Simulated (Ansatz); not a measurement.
Single-point calculation of MoS2 (part 1 of 2)

The run: single-point calculation of MoS2 (54 atoms in the cell). Method and program: DFT PBE, scalar-relativistic, plane waves, PAW, no spin polarisation (Ansatz 0.2.0).

The structure derives from a Materials Project entry.

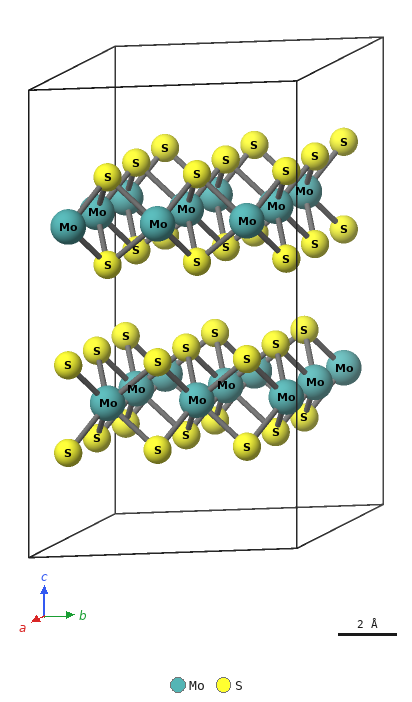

Figure 1. The input geometry (ball-and-stick view of the cell of the calculation, with the vacuum cut short, seen slightly off an axis). An atom can appear more than once, as a periodic image. Near neighbours in the periodic cell (some may lie outside the picture): Mo has 6 S at 2.40 to 2.41 Å; S has 3 Mo at 2.40 to 2.41 Å.

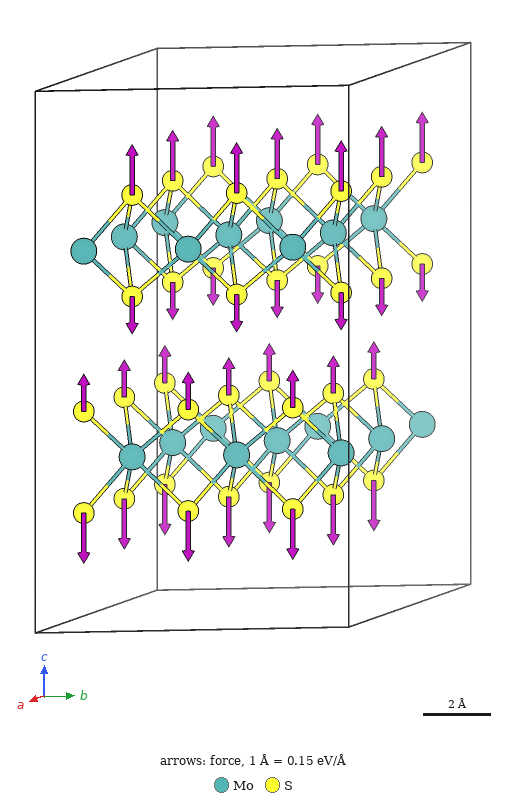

Figure 2. Forces on the atoms as pink arrows (ball-and-stick view of the cell of the calculation, with the vacuum cut short, seen slightly off an axis); the smallest are left out. The largest act on S19, S20, S21, S22, S23, S24 and 12 more (0.23 eV/Å); S28, S29, S30, S31, S32, S33 and 12 more (0.17 eV/Å). Atoms are counted from 1 in the order of the input and aren't labelled in the picture. The geometry is not a stationary point of this energy.

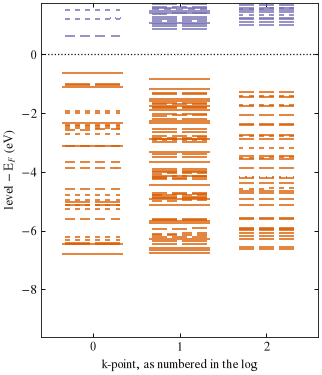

Figure 3. Kohn–Sham levels near the Fermi level (dotted) at the few k-points that the log prints; levels within 0.02 eV of each other stand side by side. Among these points the highest filled and lowest empty levels are 1.25 eV apart, which is the gap on the mesh.

The input that produced these results follows, with the program's output.

## Input
```yaml
crystal:
  lattice:
    - [9.553624, 0.0, 0.0]
    - [-4.776812, 8.273681, 0.0]
    - [0.0, 0.0, 21.670535]
  atoms:
    - { symbol: Mo, position: [0.222222, 0.111111, 0.14884] }
    - { symbol: Mo, position: [0.222222, 0.444444, 0.14884] }
    - { symbol: Mo, position: [0.222222, 0.777778, 0.14884] }
    - { symbol: Mo, position: [0.555556, 0.111111, 0.14884] }
    - { symbol: Mo, position: [0.555556, 0.444444, 0.14884] }
    - { symbol: Mo, position: [0.555556, 0.777778, 0.14884] }
    - { symbol: Mo, position: [0.888889, 0.111111, 0.14884] }
    - { symbol: Mo, position: [0.888889, 0.444444, 0.14884] }
    - { symbol: Mo, position: [0.888889, 0.777778, 0.14884] }
    - { symbol: Mo, position: [0.111111, 0.222222, 0.85116] }
    - { symbol: Mo, position: [0.111111, 0.555556, 0.85116] }
    - { symbol: Mo, position: [0.111111, 0.888889, 0.85116] }
    - { symbol: Mo, position: [0.444444, 0.222222, 0.85116] }
    - { symbol: Mo, position: [0.444444, 0.555556, 0.85116] }
    - { symbol: Mo, position: [0.444444, 0.888889, 0.85116] }
    - { symbol: Mo, position: [0.777778, 0.222222, 0.85116] }
    - { symbol: Mo, position: [0.777778, 0.555556, 0.85116] }
    - { symbol: Mo, position: [0.777778, 0.888889, 0.85116] }
    - { symbol: S, position: [0.111111, 0.222222, 0.220375] }
    - { symbol: S, position: [0.111111, 0.555556, 0.220375] }
    - { symbol: S, position: [0.111111, 0.888889, 0.220375] }
    - { symbol: S, position: [0.444444, 0.222222, 0.220375] }
    - { symbol: S, position: [0.444444, 0.555556, 0.220375] }
    - { symbol: S, position: [0.444444, 0.888889, 0.220375] }
    - { symbol: S, position: [0.777778, 0.222222, 0.220375] }
    - { symbol: S, position: [0.777778, 0.555556, 0.220375] }
    - { symbol: S, position: [0.777778, 0.888889, 0.220375] }
    - { symbol: S, position: [0.222222, 0.111111, 0.922749] }
    - { symbol: S, position: [0.222222, 0.444444, 0.922749] }
    - { symbol: S, position: [0.222222, 0.777778, 0.922749] }
    - { symbol: S, position: [0.555556, 0.111111, 0.922749] }
    - { symbol: S, position: [0.555556, 0.444444, 0.922749] }
    - { symbol: S, position: [0.555556, 0.777778, 0.922749] }
    - { symbol: S, position: [0.888889, 0.111111, 0.922749] }
    - { symbol: S, position: [0.888889, 0.444444, 0.922749] }
    - { symbol: S, position: [0.888889, 0.777778, 0.922749] }
    - { symbol: S, position: [0.111111, 0.222222, 0.077251] }
    - { symbol: S, position: [0.111111, 0.555556, 0.077251] }
    - { symbol: S, position: [0.111111, 0.888889, 0.077251] }
    - { symbol: S, position: [0.444444, 0.222222, 0.077251] }
    - { symbol: S, position: [0.444444, 0.555556, 0.077251] }
    - { symbol: S, position: [0.444444, 0.888889, 0.077251] }
    - { symbol: S, position: [0.777778, 0.222222, 0.077251] }
    - { symbol: S, position: [0.777778, 0.555556, 0.077251] }
    - { symbol: S, position: [0.777778, 0.888889, 0.077251] }
    - { symbol: S, position: [0.222222, 0.111111, 0.779625] }
    - { symbol: S, position: [0.222222, 0.444444, 0.779625] }
    - { symbol: S, position: [0.222222, 0.777778, 0.779625] }
    - { symbol: S, position: [0.555556, 0.111111, 0.779625] }
    - { symbol: S, position: [0.555556, 0.444444, 0.779625] }
    - { symbol: S, position: [0.555556, 0.777778, 0.779625] }
    - { symbol: S, position: [0.888889, 0.111111, 0.779625] }
    - { symbol: S, position: [0.888889, 0.444444, 0.779625] }
    - { symbol: S, position: [0.888889, 0.777778, 0.779625] }
basis:
  ecutwfc: 420
  fft_grid_basis: typed
kpoints:
  mp_grid: { grid: [3, 3, 1] }
hamiltonian:
  xc: pbe
  pseudopotentials: { kind: paw }
scf:
  occupations: { method: gaussian, width: 0.05 }
output:
  forces: true
  stress: false
  eigenvalues: true
  bader: false
  write_density: true
  volumetric_format: npy
```

Command:
```bash
ansatz run input.yaml --threads 8 --pin off --max-ram 16384MiB --backend cpu --events-out ev --progress --plain --runs-dir out
```

## The program's output
```
Warning: the atoms were moved onto the symmetric positions of the space group found under crystal.symmetry.tolerance 1.0e-5 (fractional; no operation is sought that the atoms, as they stand in a round, miss by more than twice it, and no atom is moved by as much as it), and the run uses the moved positions. Before a round's move an operation carried an atom to 1.27e-5 Å from where it should land, the largest such distance. Atom 4 (counting from 0) moved farthest, by 7.35e-6 Å; the longest move in fractions of the cell, of whichever atom, is 0.06 of the tolerance, in 1 round. To run the atoms as typed, lower crystal.symmetry.tolerance until the operations that they miss are no longer found, or set crystal.symmetry.detect: false (a key that needs symmetry detection or time reversal refuses this as the deck is read). The positions used, in the order of the run's atom list: position: [0.22222222222222224, 0.11111111111111112, 0.14884]; position: [0.22222222222222224, 0.4444444444444445, 0.14884]; position: [0.22222222222222224, 0.7777777777777778, 0.14884]; position: [0.5555555555555556, 0.11111111111111112, 0.14884]; position: [0.5555555555555556, 0.4444444444444445, 0.14884]; position: [0.5555555555555556, 0.7777777777777778, 0.14884]; position: [0.888888888888889, 0.11111111111111112, 0.14884]; position: [0.888888888888889, 0.4444444444444445, 0.14884]; position: [0.888888888888889, 0.7777777777777778, 0.14884]; position: [0.11111111111111112, 0.22222222222222224, 0.85116]; position: [0.11111111111111112, 0.5555555555555556, 0.85116]; position: [0.11111111111111112, 0.888888888888889, 0.85116]; position: [0.4444444444444445, 0.22222222222222224, 0.85116]; position: [0.4444444444444445, 0.5555555555555556, 0.85116]; position: [0.4444444444444445, 0.888888888888889, 0.85116]; position: [0.7777777777777778, 0.22222222222222224, 0.85116]; position: [0.7777777777777778, 0.5555555555555556, 0.85116]; position: [0.7777777777777778, 0.888888888888889, 0.85116]; position: [0.11111111111111112, 0.22222222222222224, 0.220375]; position: [0.11111111111111112, 0.5555555555555556, 0.220375]; position: [0.11111111111111112, 0.888888888888889, 0.220375]; position: [0.4444444444444445, 0.22222222222222224, 0.220375]; position: [0.4444444444444445, 0.5555555555555556, 0.220375]; position: [0.4444444444444445, 0.888888888888889, 0.220375]; position: [0.7777777777777778, 0.22222222222222224, 0.220375]; position: [0.7777777777777778, 0.5555555555555556, 0.220375]; position: [0.7777777777777778, 0.888888888888889, 0.220375]; position: [0.22222222222222224, 0.11111111111111112, 0.922749]; position: [0.22222222222222224, 0.4444444444444445, 0.922749]; position: [0.22222222222222224, 0.7777777777777778, 0.922749]; position: [0.5555555555555556, 0.11111111111111112, 0.922749]; position: [0.5555555555555556, 0.4444444444444445, 0.922749]; position: [0.5555555555555556, 0.7777777777777778, 0.922749]; position: [0.888888888888889, 0.11111111111111112, 0.922749]; position: [0.888888888888889, 0.4444444444444445, 0.922749]; position: [0.888888888888889, 0.7777777777777778, 0.922749]; position: [0.11111111111111112, 0.22222222222222224, 0.077251]; position: [0.11111111111111112, 0.5555555555555556, 0.077251]; position: [0.11111111111111112, 0.888888888888889, 0.077251]; position: [0.4444444444444445, 0.22222222222222224, 0.077251]; position: [0.4444444444444445, 0.5555555555555556, 0.077251]; position: [0.4444444444444445, 0.888888888888889, 0.077251]; position: [0.7777777777777778, 0.22222222222222224, 0.077251]; position: [0.7777777777777778, 0.5555555555555556, 0.077251]; position: [0.7777777777777778, 0.888888888888889, 0.077251]; position: [0.22222222222222224, 0.11111111111111112, 0.779625]; position: [0.22222222222222224, 0.4444444444444445, 0.779625]; position: [0.22222222222222224, 0.7777777777777778, 0.779625]; position: [0.5555555555555556, 0.11111111111111112, 0.779625]; position: [0.5555555555555556, 0.4444444444444445, 0.779625]; position: [0.5555555555555556, 0.7777777777777778, 0.779625]; position: [0.888888888888889, 0.11111111111111112, 0.779625]; position: [0.888888888888889, 0.4444444444444445, 0.779625]; position: [0.888888888888889, 0.7777777777777778, 0.779625]; The lattice was moved too: crystal.lattice keeps the space group found at crystal.symmetry.tolerance 1.0e-5 only nearly: the operation that it misses by the most changes a squared length by the fraction 1.72e-8. The run uses the lattice that is a stretch of the typed one, with no rotation, onto the one that keeps every operation to a double's rounding (on a very oblique basis the stretch itself rounds by more); the deck's lattice vector that moved farthest moved by 4.75e-8 Å. To run the lattice as typed, set crystal.symmetry.tolerance under 1.72e-8, the least fraction by which an operation that the lattice misses changes a squared length (the same key also sets how far an atom may lie from its image, so lowering it can lose operations that the atoms keep only within it), or set crystal.symmetry.detect: false, as for the atoms. crystal.lattice made exact, in Å and degrees: [[9.553623952539091, 0.0, 0.0], [-4.776811976269546, 8.273681041102352, 0.0], [0.0, 0.0, 21.670535]]. Pasted over the deck's crystal.lattice, beside positions in fractional coordinates, it runs the same cell (given as lengths and angles, that cell in the form's own orientation, a rigid turn of the misfit's size from the one run here, for which a checkpoint.post_process_only pass over this run's state can be refused: where this run relaxes nothing, give such a pass this deck's own crystal.lattice, as typed; behind a relaxation, as crystal.lattice, the state's own cell, identity.cell in its checkpoint.json), and a matrix so pasted ends this notice, except on a very skew basis of the lattice, where the rounding of the pasted numbers themselves can read as a misfit: the cell is then moved again, and that move is told again. The lattice as run is in this notice's lattice.as_run_ang field (Run.prep()["deck_notices"] in Python, the deck_notice line of an events file, deck_notices of ansatz run --dry-run=json, or deck_notices in record.json in the deck's checkpoint.write directory).
Engine: ansatz 0.2.0, aarch64-unknown-linux-gnu
Pseudopotentials: kind: paw
Pseudopotential: Mo, paw, valence charge 14, recommended cutoff 420 eV (normal), Mo.paw.azcp
Pseudopotential: S, paw, valence charge 6, recommended cutoff 420 eV (normal), S.paw.azcp
Functional definition: PBE
  parameter kappa = 0.804
  parameter beta = 0.06672455060314922
  exchange = pbe_x(kappa = kappa, mu = beta*pi^2/3)
  correlation = pbe_c(beta = beta)
Crystal: 54 atoms, lattice volume = 1712.918 Å³
Basis set: ecut = 420 eV, 33385 PW (Γ), exchange–correlation on 128×128×300 points (8 copies of the dense FFT grid, shifted against one another)
Bands: 288, of which v1, the nominal top of the filled ones, is band 234 counted from 1 (233 counted from 0)
Symmetry: 108 space group operations
Space group: P-3m1 (ITA 164), of the structure as read, at distance tolerance 1.2e-4 Å
k-points: 3 of 9
Non-local potential: Mo, projectors of the file, l = 0: 3, l = 1: 2, l = 2: 2, l = 3: 1
Non-local potential: S, projectors of the file, l = 0: 2, l = 1: 2, l = 2: 2
PAW form: soft (Blöchl's): semilocal exchange-correlation on the pseudo side does not see the compensation charge
PAW one-centre angular grid: Mo, 590 points (default); XC on 64 Gauss nodes
PAW one-centre angular grid: S, 110 points (default); XC on 64 Gauss nodes
Initial density: superposition of atomic densities (neutral atoms: chi_scale 0, normalization atom), corrected by the library's trained network
Initial wavefunctions: pseudopotential atomic-orbital guess
Functional: x = pbe(κ = 0.804, μ = 0.2195149727645171), c = pbe(β = 0.06672455060314922)
SCF iter   1: F=—  HF=-121730.443360 eV  |F-HF|=—  |Δ(HF+E_count)|=         —  Δρ=4.30e-3  dr2=5.31e-1  ethr=1.77e-3  ⟨swp⟩=8.0  Hψ=3985  notcnv=0
preconditioner: auto → Resta (q_TF=auto, 2.198 Å⁻¹)  ε∞=5.4  [insulator: Δε(μ)=1.225 eV  Ē_g=7.677 eV  σ=0.050 eV  W_gap=1.00  n_scr=332 (ndim 8)  ℏωp=16.1 eV  f_vac=0.413  D(μ)=0.00/eV (n_scr^D=0)  ε∞_Penn≈5.4  vacuum switching on, ρ_ref=4.3e-3 e/Å³]
SCF iter   2: F=—  HF=-121730.491459 eV  |F-HF|=—  |Δ(HF+E_count)|=   4.81e-2  Δρ=2.44e-3  dr2=8.01e-2  ethr=1.14e-4  ⟨swp⟩=2.3  Hψ=1424  notcnv=0  defer=118
SCF iter   3: F=—  HF=-121730.515360 eV  |F-HF|=—  |Δ(HF+E_count)|=   2.39e-2  Δρ=1.45e-3  dr2=1.22e-2  ethr=1.71e-5  ⟨swp⟩=2.0  Hψ=1078  notcnv=0  defer=67
automatic band count: iteration 3 solves 271 bands in place of 288: the levels show a gap, and the empty bands left out lie too high to hold charge; the band table lists the bands solved (type scf.n_extra_bands for more)
SCF iter   4: F=—  HF=-121730.534845 eV  |F-HF|=—  |Δ(HF+E_count)|=   1.95e-2  Δρ=4.17e-4  dr2=2.89e-3  ethr=2.61e-6  ⟨swp⟩=2.0  Hψ=1183  notcnv=0  defer=67
SCF iter   5: F=—  HF=-121730.535826 eV  |F-HF|=—  |Δ(HF+E_count)|=   9.81e-4  Δρ=7.27e-5  dr2=1.36e-4  ethr=6.18e-7  ⟨swp⟩=2.3  Hψ=1283  notcnv=0  defer=67
SCF iter   6: F=—  HF=-121730.535923 eV  |F-HF|=—  |Δ(HF+E_count)|=   9.72e-5  Δρ=2.74e-5  dr2=3.13e-5  ethr=2.90e-8  ⟨swp⟩=2.7  Hψ=1615  notcnv=0  defer=67
SCF iter   7: F=—  HF=-121730.536962 eV  |F-HF|=—  |Δ(HF+E_count)|=   1.04e-3  Δρ=9.98e-6  dr2=3.38e-6  ethr=6.70e-9  ⟨swp⟩=2.0  Hψ=1241  notcnv=0  defer=67
SCF iter   8: F=-121730.536962 eV  HF=-121730.536962 eV  |F-HF|=1.71e-8  |Δ(HF+E_count)|=   9.98e-8  Δρ=1.75e-6  dr2=6.08e-8  ethr=2.14e-11  ⟨swp⟩=10.3  Hψ=4562  notcnv=0
SCF 1 converged in 8 iterations: F = -121730.536962 eV  dr2 = 6.08e-8
  greatest PAW one-centre occupation: 0.998 electrons in one spin orbital (limit 2), on the Mo atom at site 17 (counted from 0), in its partial waves of l = 0
SCF converged after 8 iterations
Free energy (F): -121730.536962 eV
Harris-Foulkes:  -121730.536962 eV  (|F-HF|=1.71e-8)
Internal energy: -121730.536962 eV  (E = F + TS)
E sigma→0 (E₀):  -121730.536962 eV
Fermi energy:    4.157594 eV
```
